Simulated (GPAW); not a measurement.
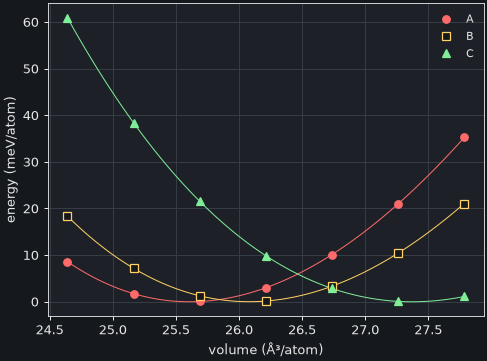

The plot gives the computed energy against volume, with one curve for each functional, for Sb (space group Im-3m). The labels are replaced by letters. In alphabetical order the cases are: LDA; PBE; PBEsol.

Calculation (GPAW 26.7.0): PAW DFT in plane waves, on a grid or in atomic orbitals, no spin polarisation; energies at scaled volumes of the given cell, shape and fractions fixed, counted from the fit's minimum, third-order Birch-Murnaghan fit. All runs: no spin polarisation.

```csv
setting,value
k mesh,10×10×10
occupations,Fermi–Dirac
smearing width,0.05 eV
wave cutoff,600 eV
```

> Which letter stands for which functional?

A: LDA; B: PBEsol; C: PBE.
